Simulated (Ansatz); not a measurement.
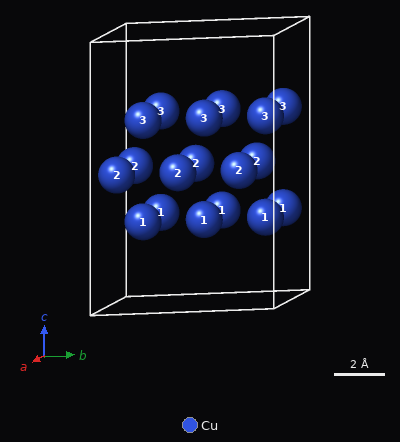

Figure 1. The starting structure (spheres-only view of the 2 × 3 repeat of the cell, with the vacuum cut short, seen slightly off an axis; atoms are numbered from 1 in the order of the input). An atom can appear more than once, as a periodic image.

**Geometry relaxation, with input and output: Cu (part 1 of 2)**

System: Cu (slab, 3 atoms in the cell).
Method: DFT r2SCAN, scalar-relativistic, plane waves, PAW, no spin polarisation (Ansatz 0.2.0).

The structure derives from a Materials Project entry. The input holds or restrains some coordinates. Forces given for the steps count only the free coordinates. It belongs to a series of runs on one base structure; here: clean slab, lower half held. Figures and captions count atoms from 1; the log counts them from 0 in places.

The input:
```yaml
crystal:
  lattice:
    - [2.530502738, 0.0, 0.0]
    - [-1.265251369, 2.1914796555, 0.0]
    - [0.0, 0.0, 21.129855557]
  atoms:
    - { symbol: Cu, position: [0.3333333333, 0.6666666667, 0.4022744016] }
    - { symbol: Cu, position: [0.6666666667, 0.3333333333, 0.5] }
    - { symbol: Cu, position: [0.3333333333, 0.6666666667, 0.5977255984] }
basis:
  ecutwfc: 500
kpoints:
  mp_grid: { grid: [12, 12, 1] }
hamiltonian:
  xc: r2scan
scf:
  occupations: { method: gaussian, width: 0.1 }
output:
  forces: true
  eigenvalues: true
  write_density: true
  write_potential: true
  elf: true
  volumetric_format: npy
relax:
  adjacent_minimum: "off"
  f_tol: 0.03
  max_steps: 70
  constraints: [{ sites: [0] }]
efield:
  axis: 3
  dipole_correction: true
  ramp_width: 0.04
```

Run as:
```bash
ansatz run input.yaml --threads 2 --pin off --max-ram 5120MiB --backend cpu --events-out ev --progress --plain --runs-dir out
```

What the program printed:
```
Engine: ansatz 0.2.0, aarch64-unknown-linux-gnu
Pseudopotentials: kind: paw
Pseudopotential: Cu, paw, valence charge 19, recommended cutoff 500 eV (meta_gga), Cu.paw.azcp
Functional definition: r2SCAN
  parameter k0 = 0.174
  parameter k1 = 0.065
  parameter a1 = 4.9479
  exchange = r2scan_x(k0 = k0, k1 = k1, a1 = a1)
  correlation = r2scan_c
Crystal: 3 atoms, lattice volume = 117.177 Å³
Basis set: ecut = 500 eV, 2963 PW (Γ), exchange–correlation on 80×80×640 points (64 copies of the dense FFT grid, shifted against one another)
Bands: 35, of which v1, the nominal top of the filled ones, is band 29 counted from 1 (28 counted from 0)
Symmetry: 6 space group operations
k-points: 19 of 144 (time reversal used)
Non-local potential: Cu, projectors of the file, l = 0: 3, l = 1: 2, l = 2: 3, l = 3: 1
PAW form: soft (Blöchl's): semilocal exchange-correlation on the pseudo side does not see the compensation charge
PAW frozen core: Cu, regenerated for the run's functional (the file was generated under x = pbe(κ = 0.804, μ = 0.2195149727645171), c = pbe(β = 0.06672455060314922))
PAW one-centre angular grid: Cu, 590 points (default); XC on 160 Gauss nodes
Initial density: superposition of atomic densities (neutral atoms: chi_scale 0, normalization atom), corrected by the library's trained network
Initial wavefunctions: pseudopotential atomic-orbital guess
Functional: x = r2scan, c = r2scan; τ floored in thin density (d = 2e-4 eV/Å³)
SCF iter   1: F=—  HF=-19892.623030 eV  |F-HF|=—  |Δ(HF+E_count)|=         —  Δρ=2.34e-2  dr2=3.68e-1  dr2_τ=3.14e-3  ethr=1.77e-3  p=0.000 e·Å  D=1.79e-14 V/Å  ΔV_dip=-0.00 eV  dr2_dipole=7.25e-9  V_vac-E_F(+/−)=5.13/5.13 eV  ⟨swp⟩=7.9  Hψ=3057  notcnv=0  defer=2
efield: sawtooth ramp at fractional position 0.9800 (placed from the atoms, in the widest stretch of the axis that holds none; the zero of the levels goes with the place), width 0.0400; the density the first Hamiltonian is built on has a dipole p = 0.000 e·Å; the dipole correction subtracts the counter field D = 1.79e-14 V/Å, which shifts the + side's vacuum level by -0.00 eV against the − side's; the planar-averaged density in the ramp window peaks in size at 2.1e-5 e/Å³
preconditioner: auto → LDOS  [metal: Δε(μ)=0.019 eV  Ē_g=9.125 eV  σ=0.100 eV  W_gap=0.11  n_scr=16 (ndim 8)  ℏωp=19.7 eV  f_vac=0.653  D(μ)=3.46/eV (n_scr^D=14)  β→1.0]
SCF iter   2: F=—  HF=-19892.918108 eV  |F-HF|=—  |Δ(HF+E_count)|=   2.95e-1  Δρ=4.98e-2  dr2=1.56e0  dr2_τ=9.25e-3  ethr=6.45e-4  p=0.000 e·Å  D=2.22e-6 V/Å  ΔV_dip=-0.00 eV  dr2_dipole=1.56e-7  V_vac-E_F(+/−)=4.73/4.73 eV  ⟨swp⟩=3.0  Hψ=1777  notcnv=0  defer=27  recentre
SCF iter   3: F=—  HF=-19892.582828 eV  |F-HF|=—  |Δ(HF+E_count)|=   3.35e-1  Δρ=7.72e-3  dr2=4.29e-2  dr2_τ=3.37e-4  ethr=6.45e-4  p=0.000 e·Å  D=8.17e-6 V/Å  ΔV_dip=-0.00 eV  dr2_dipole=2.58e-9  V_vac-E_F(+/−)=5.03/5.03 eV  ⟨swp⟩=2.8  Hψ=1492  notcnv=0  defer=26
SCF iter   4: F=—  HF=-19892.573828 eV  |F-HF|=—  |Δ(HF+E_count)|=   9.00e-3  Δρ=1.17e-3  dr2=2.16e-3  dr2_τ=1.94e-5  ethr=7.53e-5  p=0.000 e·Å  D=2.66e-6 V/Å  ΔV_dip=-0.00 eV  dr2_dipole=1.78e-9  V_vac-E_F(+/−)=4.94/4.94 eV  ⟨swp⟩=2.0  Hψ=1191  notcnv=0  defer=26
SCF iter   5: F=—  HF=-19892.574357 eV  |F-HF|=—  |Δ(HF+E_count)|=   5.28e-4  Δρ=9.36e-4  dr2=8.73e-4  dr2_τ=6.60e-6  ethr=3.79e-6  p=0.000 e·Å  D=2.64e-6 V/Å  ΔV_dip=-0.00 eV  dr2_dipole=8.57e-9  V_vac-E_F(+/−)=4.87/4.87 eV  ⟨swp⟩=2.2  Hψ=1002  notcnv=0  defer=26
SCF iter   6: F=—  HF=-19892.574302 eV  |F-HF|=—  |Δ(HF+E_count)|=   5.43e-5  Δρ=2.94e-4  dr2=1.81e-4  dr2_τ=2.39e-6  ethr=1.53e-6  p=0.000 e·Å  D=4.90e-6 V/Å  ΔV_dip=-0.00 eV  dr2_dipole=5.55e-9  V_vac-E_F(+/−)=4.84/4.84 eV  ⟨swp⟩=2.0  Hψ=1003  notcnv=0  defer=26
SCF iter   7: F=—  HF=-19892.574322 eV  |F-HF|=—  |Δ(HF+E_count)|=   1.92e-5  Δρ=1.95e-4  dr2=8.69e-5  dr2_τ=9.18e-7  ethr=3.17e-7  p=0.000 e·Å  D=1.78e-6 V/Å  ΔV_dip=-0.00 eV  dr2_dipole=1.21e-9  V_vac-E_F(+/−)=4.83/4.83 eV  ⟨swp⟩=2.2  Hψ=882  notcnv=0  defer=26
SCF iter   8: F=—  HF=-19892.574354 eV  |F-HF|=—  |Δ(HF+E_count)|=   3.22e-5  Δρ=1.45e-4  dr2=3.69e-5  dr2_τ=1.45e-7  ethr=1.52e-7  p=0.000 e·Å  D=4.69e-6 V/Å  ΔV_dip=-0.00 eV  dr2_dipole=1.72e-9  V_vac-E_F(+/−)=4.82/4.82 eV  ⟨swp⟩=1.8  Hψ=826  notcnv=0  defer=26
SCF iter   9: F=-19892.574353 eV  HF=-19892.574356 eV  |F-HF|=3.68e-6  |Δ(HF+E_count)|=   2.59e-6  Δρ=5.48e-5  dr2=3.88e-6  dr2_τ=2.83e-8  ethr=3.95e-8  p=-0.000 e·Å  D=-3.20e-6 V/Å  ΔV_dip=0.00 eV  dr2_dipole=3.02e-10  V_vac-E_F(+/−)=4.83/4.83 eV  ⟨swp⟩=18.8  Hψ=6975  notcnv=0
SCF 1 converged in 9 iterations: F = -19892.574353 eV  dr2 = 3.88e-6
  greatest PAW one-centre occupation: 1.000 electrons in one spin orbital (limit 2), on the Cu atom at site 0 (counted from 0), in its partial waves of l = 0
relax step   1: F+E_penalty+E_count = -19892.57435259 eV  Δ(F+E_penalty+E_count) = +0.000e0 eV  max|allowed force component| = 1.062e-1 eV/Å  Δτ_max = 0.0000 Å  (9 SCF iters, dr2 threshold 2.25e-5 eV, accepted)
Initial density: handed on by an earlier stage of this run
Initial wavefunctions: those handed on with the density
iter 1 solved again at ethr=1.66e-5 eV; its pass at ethr=3.10e-3 eV (dr2=9.47e-3 eV) is discarded
SCF iter   1: F=—  HF=-19892.552213 eV  |F-HF|=—  |Δ(HF+E_count)|=         —  Δρ=1.72e-3  dr2=9.31e-3  dr2_τ=3.13e-2  ethr=1.66e-5  p=-0.000 e·Å  D=-2.99e-6 V/Å  ΔV_dip=0.00 eV  dr2_dipole=1.70e-3  V_vac-E_F(+/−)=4.82/4.82 eV  ⟨swp⟩=2.0  Hψ=2194  notcnv=0  defer=25
efield: sawtooth ramp at fractional position 0.9800 (handed on by an earlier solve), width 0.0400; the density the first Hamiltonian is built on has a dipole p = -0.000 e·Å; the dipole correction subtracts the counter field D = -2.99e-6 V/Å, which shifts the + side's vacuum level by +0.00 eV against the − side's; the planar-averaged density in the ramp window peaks in size at 3.8e-6 e/Å³
preconditioner: auto → LDOS  [metal: Δε(μ)=0.084 eV  Ē_g=8.887 eV  σ=0.100 eV  W_gap=0.40  n_scr=16 (ndim 8)  ℏωp=19.7 eV  f_vac=0.654  D(μ)=3.25/eV (n_scr^D=14)  β→1.0]
SCF iter   2: F=—  HF=-19892.576849 eV  |F-HF|=—  |Δ(HF+E_count)|=   2.46e-2  Δρ=1.73e-3  dr2=5.74e-3  dr2_τ=3.30e-5  ethr=1.63e-5  p=0.002 e·Å  D=2.42e-3 V/Å  ΔV_dip=-0.05 eV  dr2_dipole=3.64e-4  V_vac-E_F(+/−)=4.76/4.81 eV  ⟨swp⟩=2.0  Hψ=1245  notcnv=0  defer=25
SCF iter   3: F=—  HF=-19892.576063 eV  |F-HF|=—  |Δ(HF+E_count)|=   7.86e-4  Δρ=5.58e-4  dr2=5.43e-4  dr2_τ=6.02e-6  ethr=1.01e-5  p=0.001 e·Å  D=1.35e-3 V/Å  ΔV_dip=-0.03 eV  dr2_dipole=4.14e-5  V_vac-E_F(+/−)=4.79/4.82 eV  ⟨swp⟩=2.2  Hψ=952  notcnv=0  defer=25
SCF iter   4: F=—  HF=-19892.576148 eV  |F-HF|=—  |Δ(HF+E_count)|=   8.56e-5  Δρ=7.54e-4  dr2=4.45e-4  dr2_τ=2.82e-6  ethr=9.52e-7  p=0.000 e·Å  D=7.42e-4 V/Å  ΔV_dip=-0.02 eV  dr2_dipole=2.12e-7  V_vac-E_F(+/−)=4.80/4.82 eV  ⟨swp⟩=2.1  Hψ=1163  notcnv=0  defer=25
SCF iter   5: F=—  HF=-19892.576092 eV  |F-HF|=—  |Δ(HF+E_count)|=   5.67e-5  Δρ=1.94e-4  dr2=5.16e-5  dr2_τ=4.57e-7  ethr=7.80e-7  p=0.000 e·Å  D=3.96e-4 V/Å  ΔV_dip=-0.01 eV  dr2_dipole=1.28e-6  V_vac-E_F(+/−)=4.81/4.81 eV  ⟨swp⟩=2.0  Hψ=970  notcnv=0  defer=25
SCF iter   6: F=—  HF=-19892.576086 eV  |F-HF|=—  |Δ(HF+E_count)|=   6.04e-6  Δρ=1.12e-4  dr2=2.95e-5  dr2_τ=1.40e-7  ethr=9.06e-8  p=0.000 e·Å  D=2.96e-4 V/Å  ΔV_dip=-0.01 eV  dr2_dipole=1.01e-6  V_vac-E_F(+/−)=4.81/4.81 eV  ⟨swp⟩=2.0  Hψ=955  notcnv=0  defer=25
SCF iter   7: F=—  HF=-19892.576088 eV  |F-HF|=—  |Δ(HF+E_count)|=   2.16e-6  Δρ=6.34e-5  dr2=6.41e-6  dr2_τ=3.84e-8  ethr=5.18e-8  p=0.000 e·Å  D=2.17e-4 V/Å  ΔV_dip=-0.00 eV  dr2_dipole=1.37e-8  V_vac-E_F(+/−)=4.81/4.81 eV  ⟨swp⟩=2.3  Hψ=841  notcnv=0  defer=25
SCF iter   8: F=—  HF=-19892.576089 eV  |F-HF|=—  |Δ(HF+E_count)|=   7.77e-7  Δρ=2.46e-5  dr2=7.69e-7  dr2_τ=9.34e-9  ethr=1.13e-8  p=0.000 e·Å  D=7.85e-5 V/Å  ΔV_dip=-0.00 eV  dr2_dipole=7.06e-8  V_vac-E_F(+/−)=4.81/4.81 eV  ⟨swp⟩=2.3  Hψ=912  notcnv=0  defer=25
SCF iter   9: F=—  HF=-19892.576089 eV  |F-HF|=—  |Δ(HF+E_count)|=   1.62e-7  Δρ=1.29e-5  dr2=2.80e-7  dr2_τ=3.36e-9  ethr=1.35e-9  p=0.000 e·Å  D=5.32e-5 V/Å  ΔV_dip=-0.00 eV  dr2_dipole=5.81e-8  V_vac-E_F(+/−)=4.81/4.81 eV  ⟨swp⟩=2.1  Hψ=917  notcnv=0  defer=25
SCF iter  10: F=-19892.576089 eV  HF=-19892.576089 eV  |F-HF|=5.12e-8  |Δ(HF+E_count)|=   1.11e-7  Δρ=6.56e-6  dr2=6.85e-8  dr2_τ=5.16e-10  ethr=1.75e-10  p=0.000 e·Å  D=8.72e-6 V/Å  ΔV_dip=-0.00 eV  dr2_dipole=1.99e-11  V_vac-E_F(+/−)=4.81/4.81 eV  ⟨swp⟩=15.1  Hψ=5627  notcnv=0
SCF 2 converged in 10 iterations: F = -19892.576089 eV  dr2 = 6.85e-8
relax step   2: F+E_penalty+E_count = -19892.57608888 eV  Δ(F+E_penalty+E_count) = -1.736e-3 eV  max|allowed force component| = 7.298e-2 eV/Å  Δτ_max = 0.0192 Å  (10 SCF iters, accepted)
SCF iter   1: F=—  HF=-19892.470745 eV  |F-HF|=—  |Δ(HF+E_count)|=         —  Δρ=3.62e-3  dr2=3.98e-2  dr2_τ=1.49e-1  ethr=7.77e-4  p=0.000 e·Å  D=9.18e-6 V/Å  ΔV_dip=-0.00 eV  dr2_dipole=8.64e-3  V_vac-E_F(+/−)=4.81/4.81 eV  ⟨swp⟩=4.4  Hψ=1694  notcnv=0  defer=24
efield: sawtooth ramp at fractional position 0.9800 (handed on by an earlier solve), width 0.0400; the density the first Hamiltonian is built on has a dipole p = 0.000 e·Å; the dipole correction subtracts the counter field D = 9.18e-6 V/Å, which shifts the + side's vacuum level by -0.00 eV against the − side's; the planar-averaged density in the ramp window peaks in size at 3.7e-6 e/Å³
preconditioner: auto → LDOS  [metal: Δε(μ)=0.015 eV  Ē_g=8.972 eV  σ=0.100 eV  W_gap=0.08  n_scr=16 (ndim 8)  ℏωp=19.7 eV  f_vac=0.655  D(μ)=2.98/eV (n_scr^D=14)  β→1.0]
SCF iter   2: F=—  HF=-19892.580770 eV  |F-HF|=—  |Δ(HF+E_count)|=   1.10e-1  Δρ=3.44e-3  dr2=2.47e-2  dr2_τ=1.24e-4  ethr=6.98e-5  p=0.005 e·Å  D=7.27e-3 V/Å  ΔV_dip=-0.15 eV  dr2_dipole=2.83e-3  V_vac-E_F(+/−)=4.64/4.80 eV  ⟨swp⟩=2.0  Hψ=1418  notcnv=0  defer=26
SCF iter   3: F=—  HF=-19892.577386 eV  |F-HF|=—  |Δ(HF+E_count)|=   3.38e-3  Δρ=1.05e-3  dr2=1.68e-3  dr2_τ=2.24e-5  ethr=4.34e-5  p=0.002 e·Å  D=3.59e-3 V/Å  ΔV_dip=-0.08 eV  dr2_dipole=2.55e-4  V_vac-E_F(+/−)=4.72/4.80 eV  ⟨swp⟩=2.0  Hψ=978  notcnv=0  defer=26
SCF iter   4: F=—  HF=-19892.577728 eV  |F-HF|=—  |Δ(HF+E_count)|=   3.42e-4  Δρ=1.55e-3  dr2=1.93e-3  dr2_τ=1.11e-5  ethr=2.95e-6  p=0.001 e·Å  D=2.06e-3 V/Å  ΔV_dip=-0.04 eV  dr2_dipole=8.04e-6  V_vac-E_F(+/−)=4.75/4.80 eV  ⟨swp⟩=2.8  Hψ=1389  notcnv=0  defer=26
SCF iter   5: F=—  HF=-19892.577443 eV  |F-HF|=—  |Δ(HF+E_count)|=   2.85e-4  Δρ=3.80e-4  dr2=1.98e-4  dr2_τ=1.51e-6  ethr=2.95e-6  p=0.001 e·Å  D=8.68e-4 V/Å  ΔV_dip=-0.02 eV  dr2_dipole=3.61e-6  V_vac-E_F(+/−)=4.77/4.79 eV  ⟨swp⟩=2.0  Hψ=967  notcnv=0  defer=26
SCF iter   6: F=—  HF=-19892.577448 eV  |F-HF|=—  |Δ(HF+E_count)|=   5.30e-6  Δρ=3.16e-4  dr2=1.42e-4  dr2_τ=5.78e-7  ethr=3.47e-7  p=0.000 e·Å  D=6.23e-4 V/Å  ΔV_dip=-0.01 eV  dr2_dipole=2.40e-6  V_vac-E_F(+/−)=4.77/4.79 eV  ⟨swp⟩=2.2  Hψ=1017  notcnv=0  defer=26
SCF iter   7: F=—  HF=-19892.577448 eV  |F-HF|=—  |Δ(HF+E_count)|=   5.46e-7  Δρ=1.50e-4  dr2=3.49e-5  dr2_τ=1.94e-7  ethr=2.49e-7  p=0.000 e·Å  D=4.41e-4 V/Å  ΔV_dip=-0.01 eV  dr2_dipole=9.33e-8  V_vac-E_F(+/−)=4.77/4.78 eV  ⟨swp⟩=2.2  Hψ=906  notcnv=0  defer=26
SCF iter   8: F=—  HF=-19892.577481 eV  |F-HF|=—  |Δ(HF+E_count)|=   3.29e-5  Δρ=6.09e-5  dr2=4.92e-6  dr2_τ=4.93e-8  ethr=6.12e-8  p=0.000 e·Å  D=1.38e-4 V/Å  ΔV_dip=-0.00 eV  dr2_dipole=4.30e-7  V_vac-E_F(+/−)=4.78/4.78 eV  ⟨swp⟩=2.4  Hψ=939  notcnv=0  defer=26
SCF iter   9: F=—  HF=-19892.577481 eV  |F-HF|=—  |Δ(HF+E_count)|=   1.27e-7  Δρ=3.01e-5  dr2=1.86e-6  dr2_τ=1.93e-8  ethr=8.63e-9  p=0.000 e·Å  D=6.75e-5 V/Å  ΔV_dip=-0.00 eV  dr2_dipole=3.95e-7  V_vac-E_F(+/−)=4.78/4.78 eV  ⟨swp⟩=2.3  Hψ=923  notcnv=0  defer=26
SCF iter  10: F=—  HF=-19892.577482 eV  |F-HF|=—  |Δ(HF+E_count)|=   8.43e-7  Δρ=1.94e-5  dr2=4.91e-7  dr2_τ=3.49e-9  ethr=3.27e-9  p=-0.000 e·Å  D=-2.48e-5 V/Å  ΔV_dip=0.00 eV  dr2_dipole=1.75e-10  V_vac-E_F(+/−)=4.78/4.78 eV  ⟨swp⟩=2.2  Hψ=947  notcnv=0  defer=26
SCF iter  11: F=-19892.577482 eV  HF=-19892.577482 eV  |F-HF|=3.49e-8  |Δ(HF+E_count)|=   1.15e-8  Δρ=7.22e-6  dr2=8.68e-8  dr2_τ=3.95e-10  ethr=1.75e-10  p=-0.000 e·Å  D=-3.44e-5 V/Å  ΔV_dip=0.00 eV  dr2_dipole=1.18e-9  V_vac-E_F(+/−)=4.78/4.78 eV  ⟨swp⟩=15.1  Hψ=5602  notcnv=0
SCF 3 converged in 11 iterations: F = -19892.577482 eV  dr2 = 8.68e-8
  greatest PAW one-centre occupation: 1.000 electrons in one spin orbital (limit 2), on the Cu atom at site 2 (counted from 0), in its partial waves of l = 0
relax step   3: F+E_penalty+E_count = -19892.57748206 eV  Δ(F+E_penalty+E_count) = -1.393e-3 eV  max|allowed force component| = 7.820e-3 eV/Å  Δτ_max = 0.0419 Å  (11 SCF iters, accepted)
iter 1 solved again at ethr=1.52e-10 eV; its pass at ethr=3.10e-3 eV (dr2=8.68e-8 eV) is discarded
SCF iter   1: F=—  HF=-19892.577482 eV  |F-HF|=—  |Δ(HF+E_count)|=         —  Δρ=7.22e-6  dr2=8.68e-8  dr2_τ=3.95e-10  ethr=1.52e-10  p=-0.000 e·Å  D=-3.44e-5 V/Å  ΔV_dip=0.00 eV  dr2_dipole=1.18e-9  V_vac-E_F(+/−)=4.78/4.78 eV  ⟨swp⟩=1.0  Hψ=2532  notcnv=0
efield: sawtooth ramp at fractional position 0.9800 (kept from the solve that this one continues, or follows in the run), width 0.0400; the density the first Hamiltonian is built on has a dipole p = -0.000 e·Å; the dipole correction subtracts the counter field D = -3.44e-5 V/Å, which shifts the + side's vacuum level by +0.00 eV against the − side's; the planar-averaged density in the ramp window peaks in size at 3.8e-6 e/Å³
preconditioner: auto → LDOS  [metal: Δε(μ)=0.083 eV  Ē_g=8.899 eV  σ=0.100 eV  W_gap=0.39  n_scr=16 (ndim 8)  ℏωp=19.7 eV  f_vac=0.655  D(μ)=3.19/eV (n_scr^D=14)  β→1.0]
SCF iter   2: F=-19892.577482 eV  HF=-19892.577482 eV  |F-HF|=7.12e-9  |Δ(HF+E_count)|=   9.31e-9  Δρ=4.31e-6  dr2=2.59e-8  dr2_τ=1.35e-10  ethr=1.52e-10  p=-0.000 e·Å  D=-2.03e-5 V/Å  ΔV_dip=0.00 eV  dr2_dipole=1.46e-9  V_vac-E_F(+/−)=4.78/4.78 eV  ⟨swp⟩=12.5  Hψ=5262  notcnv=0
SCF 4 converged in 2 iterations: F = -19892.577482 eV  dr2 = 2.59e-8
```
